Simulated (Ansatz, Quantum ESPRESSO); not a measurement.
# Tuning the work function of Co(0001), part 3 of 7

Wanted: work-function changes of Co(0001) along a row of adsorbates.

Quantum ESPRESSO 7.5; plane-wave DFT, PBE, GBRV ultrasoft pseudopotentials; geometry by Ansatz 0.2.0 with PAW datasets.

So far. Step 3 (SCF with pw.x, clean face): The run needed 27 iterations to bring the estimated error under 1e-07 Ry; the largest force on any atom, held or free, is 0.58 eV/Å. The cell keeps a moment of 6.9 μB. Step 3 (SCF with pw.x, clean face): Inside the slab this potential holds the local part of the pseudopotentials, which can be repulsive at the nuclei; only its value in the vacuum has a meaning of its own.

### 4. Projected density of states, clean face

projwfc.x splits the states by atom and orbital; the spilling says how much the atomic basis misses.

clean.pdos.in

```
&projwfc
  prefix = 'clean.esm'
  outdir = './out'
  filpdos = 'clean.pdos'
  Emin = -12.99
  Emax = -0.99
  DeltaE = 0.1
  ngauss = 0
  degauss = 0.01
/
```

Run with:

```console
$ OMP_NUM_THREADS=1 mpirun -n 4 projwfc.x -in clean.pdos.in > clean.pdos.out
```

Numbers of over 12 decimals in the logs are rounded to 6 here.

The log of the run:

```text
[banner, memory and clock lines left out]
Program PROJWFC v.7.5 starts

          URL

     ./out/clean.esm.save/

     IMPORTANT: XC functional enforced from input :
     Exchange-correlation= PBE
                           (   1   4   3   4   0   0   0)
     Any further DFT definition will be discarded
     Please, verify this is what you really want

     Check: negative core charge=   -0.000029

     negative rho (up, down):  2.606E-05 1.276E-05

     Gaussian broadening (read from input): ngauss,degauss=   0    0.010000

     Calling projwave ....
     one sub-group per band group will be used

     linear algebra parallelized on   4 procs

  Problem Sizes
  natomwfc =           52
  nx       =           26
  nbnd     =           41
  nkstot   =           38
  npwx     =          902
  nkb      =           72

     Atomic states used for projection
     (read from pseudopotential files):

     state #   1: atom   1 (Co ), wfc  1 (l=0 m= 1)
     state #   2: atom   1 (Co ), wfc  2 (l=1 m= 1)
     state #   3: atom   1 (Co ), wfc  2 (l=1 m= 2)
     state #   4: atom   1 (Co ), wfc  2 (l=1 m= 3)
     state #   5: atom   1 (Co ), wfc  3 (l=2 m= 1)
     state #   6: atom   1 (Co ), wfc  3 (l=2 m= 2)
     state #   7: atom   1 (Co ), wfc  3 (l=2 m= 3)
     state #   8: atom   1 (Co ), wfc  3 (l=2 m= 4)
     state #   9: atom   1 (Co ), wfc  3 (l=2 m= 5)
     state #  10: atom   1 (Co ), wfc  4 (l=0 m= 1)
     state #  11: atom   1 (Co ), wfc  5 (l=1 m= 1)
     state #  12: atom   1 (Co ), wfc  5 (l=1 m= 2)
     state #  13: atom   1 (Co ), wfc  5 (l=1 m= 3)
     state #  14: atom   2 (Co ), wfc  1 (l=0 m= 1)
     state #  15: atom   2 (Co ), wfc  2 (l=1 m= 1)
     state #  16: atom   2 (Co ), wfc  2 (l=1 m= 2)
     state #  17: atom   2 (Co ), wfc  2 (l=1 m= 3)
     state #  18: atom   2 (Co ), wfc  3 (l=2 m= 1)
     state #  19: atom   2 (Co ), wfc  3 (l=2 m= 2)
     state #  20: atom   2 (Co ), wfc  3 (l=2 m= 3)
     state #  21: atom   2 (Co ), wfc  3 (l=2 m= 4)
     state #  22: atom   2 (Co ), wfc  3 (l=2 m= 5)
     state #  23: atom   2 (Co ), wfc  4 (l=0 m= 1)
     state #  24: atom   2 (Co ), wfc  5 (l=1 m= 1)
     state #  25: atom   2 (Co ), wfc  5 (l=1 m= 2)
     state #  26: atom   2 (Co ), wfc  5 (l=1 m= 3)
     state #  27: atom   3 (Co ), wfc  1 (l=0 m= 1)
     state #  28: atom   3 (Co ), wfc  2 (l=1 m= 1)
     state #  29: atom   3 (Co ), wfc  2 (l=1 m= 2)
     state #  30: atom   3 (Co ), wfc  2 (l=1 m= 3)
     state #  31: atom   3 (Co ), wfc  3 (l=2 m= 1)
     state #  32: atom   3 (Co ), wfc  3 (l=2 m= 2)
     state #  33: atom   3 (Co ), wfc  3 (l=2 m= 3)
     state #  34: atom   3 (Co ), wfc  3 (l=2 m= 4)
     state #  35: atom   3 (Co ), wfc  3 (l=2 m= 5)
     state #  36: atom   3 (Co ), wfc  4 (l=0 m= 1)
     state #  37: atom   3 (Co ), wfc  5 (l=1 m= 1)
     state #  38: atom   3 (Co ), wfc  5 (l=1 m= 2)
     state #  39: atom   3 (Co ), wfc  5 (l=1 m= 3)
     state #  40: atom   4 (Co ), wfc  1 (l=0 m= 1)
     state #  41: atom   4 (Co ), wfc  2 (l=1 m= 1)
     state #  42: atom   4 (Co ), wfc  2 (l=1 m= 2)
     state #  43: atom   4 (Co ), wfc  2 (l=1 m= 3)
     state #  44: atom   4 (Co ), wfc  3 (l=2 m= 1)
     state #  45: atom   4 (Co ), wfc  3 (l=2 m= 2)
     state #  46: atom   4 (Co ), wfc  3 (l=2 m= 3)
     state #  47: atom   4 (Co ), wfc  3 (l=2 m= 4)
     state #  48: atom   4 (Co ), wfc  3 (l=2 m= 5)
     state #  49: atom   4 (Co ), wfc  4 (l=0 m= 1)
     state #  50: atom   4 (Co ), wfc  5 (l=1 m= 1)
     state #  51: atom   4 (Co ), wfc  5 (l=1 m= 2)
     state #  52: atom   4 (Co ), wfc  5 (l=1 m= 3)

[... projections of each state ...]
Lowdin Charges:

     Atom #   1: total charge =  16.9485, s =  2.4205, p =  6.9908, d =  7.5372,
                 spin up      =   9.3709, s =  1.2021,
                 spin up      =   9.3709, p =  3.4403, pz=  1.1131, px=  1.1636, py=  1.1636,
                 spin up      =   9.3709, d =  4.7285, dz2=  0.9565, dxz=  0.9565, dyz=  0.9565, dx2-y2=  0.9295, dxy=  0.9295,
                 spin down    =   7.5776, s =  1.2183,
                 spin down    =   7.5776, p =  3.5505, pz=  1.1476, px=  1.2015, py=  1.2015,
                 spin down    =   7.5776, d =  2.8087, dz2=  0.5011, dxz=  0.5696, dyz=  0.5696, dx2-y2=  0.5842, dxy=  0.5842,
                 polarization =   1.7934, s = -0.0162, p = -0.1102, d =  1.9198,
     Atom #   2: total charge =  17.0029, s =  2.3569, p =  7.1206, d =  7.5253,
                 spin up      =   9.3617, s =  1.1681,
                 spin up      =   9.3617, p =  3.5048, pz=  1.1697, px=  1.1676, py=  1.1676,
                 spin up      =   9.3617, d =  4.6888, dz2=  0.9265, dxz=  0.9443, dyz=  0.9443, dx2-y2=  0.9369, dxy=  0.9369,
                 spin down    =   7.6412, s =  1.1889,
                 spin down    =   7.6412, p =  3.6158, pz=  1.2071, px=  1.2044, py=  1.2044,
                 spin down    =   7.6412, d =  2.8366, dz2=  0.5880, dxz=  0.5503, dyz=  0.5503, dx2-y2=  0.5740, dxy=  0.5740,
                 polarization =   1.7204, s = -0.0208, p = -0.1110, d =  1.8522,
     Atom #   3: total charge =  17.0096, s =  2.3524, p =  7.1275, d =  7.5297,
                 spin up      =   9.3560, s =  1.1660,
                 spin up      =   9.3560, p =  3.5092, pz=  1.1730, px=  1.1681, py=  1.1681,
                 spin up      =   9.3560, d =  4.6808, dz2=  0.9254, dxz=  0.9412, dyz=  0.9412, dx2-y2=  0.9365, dxy=  0.9365,
                 spin down    =   7.6537, s =  1.1865,
                 spin down    =   7.6537, p =  3.6183, pz=  1.2097, px=  1.2043, py=  1.2043,
                 spin down    =   7.6537, d =  2.8490, dz2=  0.5889, dxz=  0.5552, dyz=  0.5552, dx2-y2=  0.5748, dxy=  0.5748,
                 polarization =   1.7023, s = -0.0205, p = -0.1090, d =  1.8318,
     Atom #   4: total charge =  16.9468, s =  2.4115, p =  6.9887, d =  7.5466,
                 spin up      =   9.3594, s =  1.1977,
                 spin up      =   9.3594, p =  3.4428, pz=  1.1152, px=  1.1638, py=  1.1638,
                 spin up      =   9.3594, d =  4.7189, dz2=  0.9551, dxz=  0.9533, dyz=  0.9533, dx2-y2=  0.9286, dxy=  0.9286,
                 spin down    =   7.5873, s =  1.2138,
                 spin down    =   7.5873, p =  3.5459, pz=  1.1438, px=  1.2011, py=  1.2011,
                 spin down    =   7.5873, d =  2.8276, dz2=  0.4934, dxz=  0.5910, dyz=  0.5910, dx2-y2=  0.5762, dxy=  0.5762,
                 polarization =   1.7721, s = -0.0161, p = -0.1031, d =  1.8913,
     Spilling Parameter:   0.0014

Note: The following floating-point exceptions are signalling: IEEE_DIVIDE_BY_ZERO IEEE_UNDERFLOW_FLAG
Note: The following floating-point exceptions are signalling: IEEE_DIVIDE_BY_ZERO IEEE_UNDERFLOW_FLAG
Note: The following floating-point exceptions are signalling: IEEE_DIVIDE_BY_ZERO IEEE_UNDERFLOW_FLAG
Note: The following floating-point exceptions are signalling: IEEE_DIVIDE_BY_ZERO IEEE_UNDERFLOW_FLAG
```

Elapsed: 1.6 s, on 4 MPI ranks of Arm Neoverse V1, shared host; peak memory 0.09 GiB; 6.2 s of CPU time.

Read from the output:

```
spilling of the projection : 0.0014
```

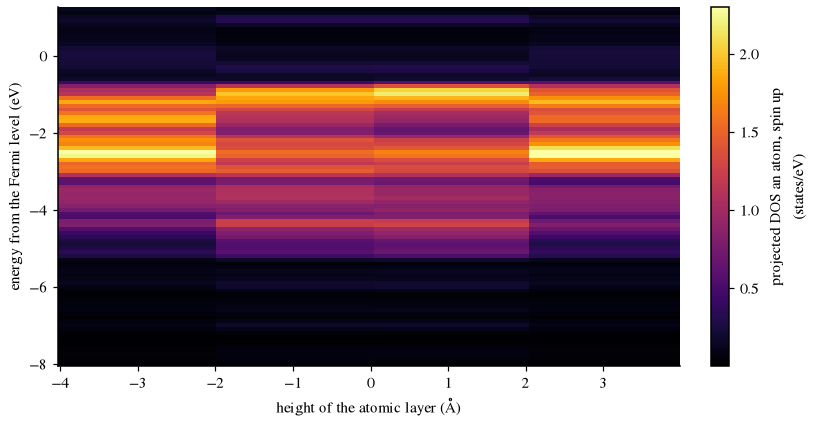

Projected DOS an atom, spin up over height of the atomic layer and energy from the Fermi level. Columns are the atomic layers from the bottom up.

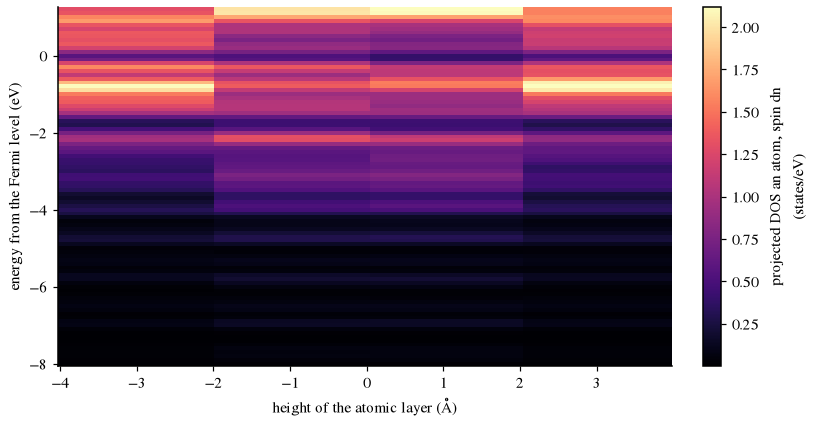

Projected DOS an atom, spin dn over height of the atomic layer and energy from the Fermi level. Columns are the atomic layers from the bottom up.

The atomic orbitals miss 0.1 % of the occupied states; for empty states the projections can miss much more.

### 5. Relaxation with Ansatz, Li overlayer

Level of this step: plane-wave DFT, PBE, Ansatz PAW (Ansatz 0.2.0).

System of this step: Co(0001), 4 layers, one monolayer of Li on fcc sites. The cell holds 5 atoms: 4 Co and 1 Li. Its edges and angles: a = 2.510 Å, b = 2.510 Å, c = 25.107 Å, α = 90.0°, β = 90.0°, γ = 60.0°. It derives from Co. Vacuum lies along c.

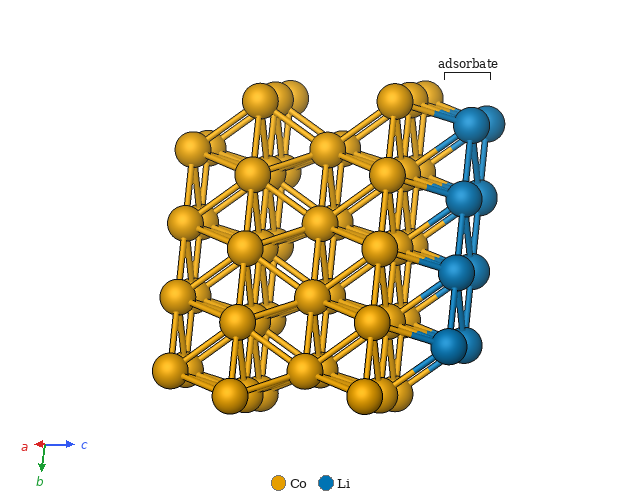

The cell of this step (cobalt orange, lithium blue). 2×4×1 cells are drawn. Some periodic images of atoms are drawn too.

input.yaml

```yaml
crystal:
  lattice:
    - [2.51, 0.0, 0.0]
    - [1.255, 2.1737237635, 0.0]
    - [0.0, 0.0, 25.10683]
  atoms:
    - { symbol: Co, position: [0.6666666667, 0.6666666667, 0.3305873342], spin: 1.7 }
    - { symbol: Co, position: [0.0, 0.0, 0.411665272], spin: 1.7 }
    - { symbol: Co, position: [0.6666666667, 0.6666666667, 0.4927432097], spin: 1.7 }
    - { symbol: Co, position: [0.0, 0.0, 0.5738211475], spin: 1.7 }
    - { symbol: Li, position: [0.3333333333, 0.3333333333, 0.6569077381] }
magnetization:
  spin_polarized: true
kpoints:
  mp_grid: { grid: [12, 12, 1] }
hamiltonian:
  xc: pbe
scf:
  occupations: { method: fermi_dirac, width: 0.1 }
  convergence: { dr2_threshold: 1.0e-08 }
efield:
  axis: 3
  dipole_correction: true
  ramp_position: 0.97
  ramp_width: 0.04
relax:
  f_tol: 0.01
  constraints: [{ sites: [0, 1] }]
output:
  write_potential: true
  write_density: true
  volumetric_format: npy
```

Run with:

```console
$ ansatz run input.yaml --threads 4 --pin off --max-ram 8192MiB --backend cpu --events-out ev --progress --plain --runs-dir out
```

The log of the run:

```text
[...]
Crystal: 5 atoms, lattice volume = 136.984 Å³
Basis set: ecut = 420 eV, 2681 PW (Γ), exchange–correlation on 36×36×360 points (8 copies of the dense FFT grid, shifted against one another)
Bands: 47, of which v1, the nominal top of the filled ones, is band 36 counted from 1 (35 counted from 0)
[...]
atoms:
    - { symbol: Co, position: [0.666667, 0.666667, 0.3305873342] }
    - { symbol: Co, position: [-1.8503717077624465e-17, -1.850371707762447e-17, 0.411665272] }
    - { symbol: Co, position: [0.666667, 0.666667, 0.492913] }
    - { symbol: Co, position: [-2.237346463456382e-17, -1.850371707762447e-17, 0.571479] }
    - { symbol: Li, position: [0.333333, 0.333333, 0.655306] }
[key lines of the parts left out:]
SCF converged after 10 iterations
Magnetization: 6.6343 μB (38.8172 up, 32.1828 down)
Free energy (F): -20708.037727 eV
Fermi energy:    3.609707 eV
Dipole field:    D = 0.034008 V/Å  (p = 0.025744 e·Å, saw-weighted, corrected)
Work function:   Φ+ = 4.1288 eV   Φ− = 4.9826 eV
```

Run time: 45 s. Hardware: 4 threads; peak memory 0.56 GiB; 2.9 min of CPU time.

Relaxation path:

| step | energy less that of the first step (eV) | largest force component (eV/Å) |
| --- | --- | --- |
| 1 | 0.0000 | 0.3534 |
| 2 | -0.0069 | 0.2157 |
| 3 | -0.0109 | 0.0296 |
| 4 | -0.0110 | 0.0029 |

The atoms that moved most (Å):

| atom | dx | dy | dz | length |
| --- | --- | --- | --- | --- |
| Co4 | 0.000 | 0.000 | -0.059 | 0.059 |
| Li5 | 0.000 | 0.000 | -0.040 | 0.040 |

The relaxed structure:

```cif
data_structure
_symmetry_space_group_name_H-M 'P 1'
_symmetry_Int_Tables_number 1
_cell_length_a 2.5100
_cell_length_b 2.5100
_cell_length_c 25.1068
_cell_angle_alpha 90.000
_cell_angle_beta 90.000
_cell_angle_gamma 60.000
_cell_volume 136.98
loop_
_atom_site_label
_atom_site_type_symbol
_atom_site_fract_x
_atom_site_fract_y
_atom_site_fract_z
_atom_site_occupancy
Co1 Co 0.66667 0.66667 0.33059 1
Co2 Co 0.00000 0.00000 0.41167 1
Co3 Co 0.66667 0.66667 0.49291 1
Co4 Co 0.00000 0.00000 0.57148 1
Li5 Li 0.33333 0.33333 0.65531 1
```

The relaxation lowers the energy by 2 meV an atom. Held were the atoms numbered 1 and 2; the forces quoted are those on the free ones.

Read from the output:

```
free energy                     : -20708.0377 eV
energy at zero smearing         : -20707.9600 eV
smearing term TS                : 0.1554 eV
Fermi energy                    : 3.610 eV
magnetization                   : 6.634 μB
absolute magnetization          : 7.357 μB
site moments                    : 1.847, 1.776, 1.720, 1.608, -0.03230 μB
work function of the upper face : 4.129 eV
work function of the lower face : 4.983 eV
dipole along the normal         : 0.02574 e·Å
```

### 6. Ground state, Li overlayer

Level of this step: plane-wave DFT, PBE, GBRV ultrasoft pseudopotentials (Quantum ESPRESSO 7.5).

Li.esm.in

```
&control
  prefix = 'Li.esm'
  outdir = './out'
  pseudo_dir = './pseudo'
  calculation = 'scf'
  tprnfor = .true.
/
&system
  ibrav = 0
  nat = 5
  ntyp = 2
  ecutwfc = 40
  ecutrho = 200
  occupations = 'smearing'
  smearing = 'mv'
  degauss = 0.02
  assume_isolated = 'esm'
  esm_bc = 'bc1'
  nspin = 2
  starting_magnetization(1) = 0.28
/
&electrons
  conv_thr = 1e-07
  mixing_beta = 0.4
  electron_maxstep = 120
  mixing_mode = 'local-TF'
/
ATOMIC_SPECIES
  Co  58.9332  co_pbe_v1.2.uspp.F.UPF
  Li  6.9400  li_pbe_v1.4.uspp.F.UPF
CELL_PARAMETERS angstrom
  2.51000000000061 0.00000000000000 0.00000000000000
  1.25500000000031 2.17372376349947 0.00000000000000
  0.00000000000000 0.00000000000000 25.10683000000000
ATOMIC_POSITIONS crystal
  Co  0.666666666667 0.666666666667 -0.162359266236
  Co  -0.000000000000 -0.000000000000 -0.081281328436
  Co  0.666666666667 0.666666666667 -0.000033211449
  Co  -0.000000000000 -0.000000000000 0.078532792219
  Li  0.333333333333 0.333333333333 0.162359266236
K_POINTS automatic
  12 12 1 0 0 0
```

Run with:

```console
$ OMP_NUM_THREADS=1 mpirun -n 4 pw.x -nk 4 -in Li.esm.in > Li.esm.out
```

The log of the run:

```text
[banner, memory and clock lines left out]
Program PWSCF v.7.5 starts

          URL

     Message from routine setup:
     using ibrav=0 with symmetry is DISCOURAGED, use correct ibrav instead

     G-vector sticks info

     bravais-lattice index     =            0
     lattice parameter (alat)  =       4.7432  a.u.
     unit-cell volume          =     924.4141 (a.u.)^3
     number of atoms/cell      =            5
     number of atomic types    =            2
     number of electrons       =        71.00
     number of Kohn-Sham states=           43
     kinetic-energy cutoff     =      40.0000  Ry
     charge density cutoff     =     200.0000  Ry
     scf convergence threshold =      1.0E-07
     mixing beta               =       0.4000
     number of iterations used =            8  local-TF  mixing
     Exchange-correlation=  SLA  PW   PBX  PBC
                           (   1   4   3   4   0   0   0)

     Effective Screening Medium Method
     Boundary Conditions: Vacuum-Slab-Vacuum
     total charge in unit cell        =   0.0000
     grid points for fit at edges     =        4

     celldm(1)=   4.743213  celldm(2)=   0.000000  celldm(3)=   0.000000
     celldm(4)=   0.000000  celldm(5)=   0.000000  celldm(6)=   0.000000

     crystal axes: (cart. coord. in units of alat)
               a(1) = (   1.000000   0.000000   0.000000 )
               a(2) = (   0.500000   0.866025   0.000000 )
               a(3) = (   0.000000   0.000000  10.002721 )

     reciprocal axes: (cart. coord. in units 2 pi/alat)
               b(1) = (  1.000000 -0.577350  0.000000 )
               b(2) = (  0.000000  1.154701  0.000000 )
               b(3) = (  0.000000  0.000000  0.099973 )

     PseudoPot. # 1 for Co read from file:
     ./pseudo/co_pbe_v1.2.uspp.F.UPF
     Pseudo is Ultrasoft + core correction, Zval = 17.0
     Generated by new atomic code, or converted to UPF format
     Using radial grid of  863 points,  6 beta functions with:
                l(1) =   0
                l(2) =   0
                l(3) =   1
                l(4) =   1
                l(5) =   2
                l(6) =   2
     Q(r) pseudized with  8 coefficients,  rinner =    1.200   1.200   1.200
                                                       1.200   1.200

     PseudoPot. # 2 for Li read from file:
     ./pseudo/li_pbe_v1.4.uspp.F.UPF
     Pseudo is Ultrasoft, Zval =  3.0
     Generated by new atomic code, or converted to UPF format
     Using radial grid of  751 points,  5 beta functions with:
                l(1) =   0
                l(2) =   0
                l(3) =   0
                l(4) =   1
                l(5) =   1
     Q(r) pseudized with 10 coefficients,  rinner =    1.150   1.150   1.150

     atomic species   valence    mass     pseudopotential
     Co               17.00    58.93320     Co( 1.00)
[...]
c_bands:  2 eigenvalues not converged
     c_bands:  1 eigenvalues not converged
     c_bands:  1 eigenvalues not converged
     c_bands:  2 eigenvalues not converged
     ethr =  1.00E-02,  avg # of iterations = 59.7

     negative rho (up, down):  1.789E+00 1.742E+00

     total energy              =   -3735.69369139 Ry
     estimated scf accuracy    <   28367.28554897 Ry

     total magnetization       =     0.03 Bohr mag/cell
     absolute magnetization    =     0.25 Bohr mag/cell

     iteration #  5     ecut=    40.00 Ry     beta= 0.40
     Davidson diagonalization with overlap
     ethr =  1.00E-02,  avg # of iterations =  6.3

     negative rho (up, down):  1.381E+00 1.233E+00

     total energy              =   -3070.54013783 Ry
     estimated scf accuracy    <   28160.06437014 Ry

     total magnetization       =    -0.06 Bohr mag/cell
     absolute magnetization    =     0.17 Bohr mag/cell

     iteration #  6     ecut=    40.00 Ry     beta= 0.40
     Davidson diagonalization with overlap
     ethr =  1.00E-02,  avg # of iterations =  1.5

     negative rho (up, down):  1.528E+01 1.642E+01

     total energy              =  -13341.03197112 Ry
     estimated scf accuracy    <   27701.30823720 Ry

     total magnetization       =    -0.02 Bohr mag/cell
     absolute magnetization    =     0.14 Bohr mag/cell

     iteration #  7     ecut=    40.00 Ry     beta= 0.40
     Davidson diagonalization with overlap
     c_bands:  1 eigenvalues not converged
     ethr =  1.00E-02,  avg # of iterations =  9.7

     negative rho (up, down):  1.714E+01 1.828E+01

     total energy              =  -11313.27924604 Ry
     estimated scf accuracy    <   35122.51313417 Ry

     total magnetization       =    -0.06 Bohr mag/cell
     absolute magnetization    =     0.26 Bohr mag/cell

     iteration #  8     ecut=    40.00 Ry     beta= 0.40
     Davidson diagonalization with overlap
     ethr =  1.00E-02,  avg # of iterations =  1.5

     negative rho (up, down):  1.625E+01 1.744E+01

     total energy              =  -13572.69323374 Ry
     estimated scf accuracy    <   33720.32235194 Ry

     total magnetization       =     0.15 Bohr mag/cell
     absolute magnetization    =     0.25 Bohr mag/cell

     iteration #  9     ecut=    40.00 Ry     beta= 0.40
     Davidson diagonalization with overlap
     ethr =  1.00E-02,  avg # of iterations =  2.0

     negative rho (up, down):  1.711E+01 1.825E+01

     total energy              =  -14425.27881077 Ry
     estimated scf accuracy    <   35406.74187151 Ry

     total magnetization       =    -0.07 Bohr mag/cell
     absolute magnetization    =     0.25 Bohr mag/cell

     iteration # 10     ecut=    40.00 Ry     beta= 0.40
     Davidson diagonalization with overlap
     ethr =  1.00E-02,  avg # of iterations =  1.7

     negative rho (up, down):  3.465E+01 3.609E+01

     total energy              =   32588.09921967 Ry
     estimated scf accuracy    <   36052.23947246 Ry

     total magnetization       =     0.10 Bohr mag/cell
     absolute magnetization    =     0.24 Bohr mag/cell

     iteration # 11     ecut=    40.00 Ry     beta= 0.40
     Davidson diagonalization with overlap

 %%%%%%%%%%%%%%%%%%%%%%%%%%%%%%%%%%%%%%%%%%%%%%%%%%%%%%%%%%%%%%%%%%%%%%%%%%%%%%
     Error in routine c_bands (1):
     too many bands are not converged
 %%%%%%%%%%%%%%%%%%%%%%%%%%%%%%%%%%%%%%%%%%%%%%%%%%%%%%%%%%%%%%%%%%%%%%%%%%%%%%

     stopping ...
[the rest left out]
```

It took 2.3 min on 4 MPI ranks; peak memory 0.55 GiB.

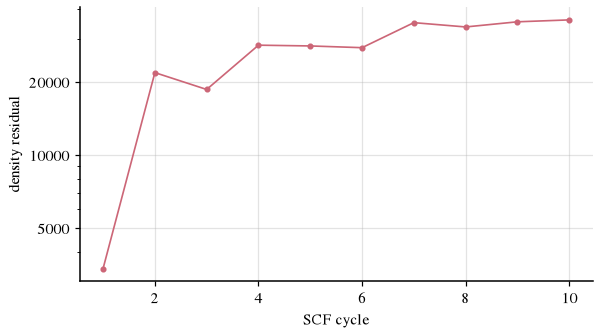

Residual by cycle in this run.

The program stopped the run after its cycles had begun.

After 10 cycles the residual stands at 36052.

The message: “c_bands (1): too many bands are not converged”. The message is a late symptom: the SCF loop had diverged, with an estimated accuracy of 3.61e+04 Ry in its last cycle.

[end of part 3 of 7]

[Logs are printed without paths, hosts, clocks, repeated set-up lines and the standing remarks that a program may print on its own settings, such as how far it seeks lower states.]

[Hosts, paths, dates, database ids (printed as entryN), source tags and the programs' standing remarks are cut or masked in the printed files.]

[Maps of the electrostatic potential energy from Ansatz leave out the sawtooth potential of an applied field or a dipole correction, so their vacuum need not be flat; planar profiles and work functions include it.]
